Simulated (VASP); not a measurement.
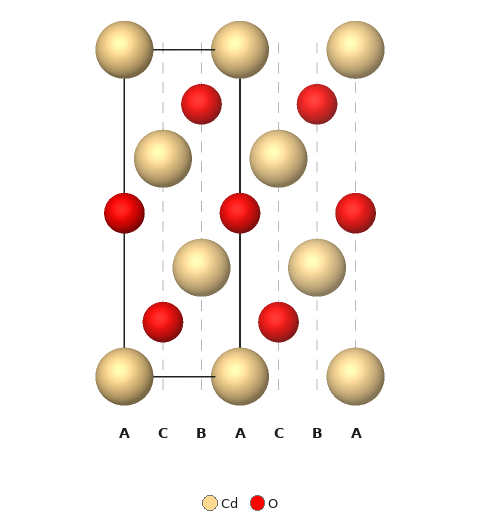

The picture looks along a close-packed row of the hexagonal mesh; [111] points upwards. The dashed lines mark the three columns A (0, 0), B (1/3, 2/3) and C (2/3, 1/3). The box is the hexagonal cell of the face-centred cubic lattice. The sequence starts with the first layer at or above the cell's origin.

CdO (space group Fm-3m, No. 225). Coordinates: an entry of the Crystallography Open Database, as set up for an electronic-structure calculation.

Give the sequence of layers in one repeat, with element and column.

Cd(A) – O(C) – Cd(B) – O(A) – Cd(C) – O(B) (six layers in 8.14 Å).

How are the O layers alone stacked?

O layers alone: CAB, the cubic close-packed type.

Which positions between or in the O layers do the other atoms fill?

Cd: three octahedral sites (per hexagonal cell).
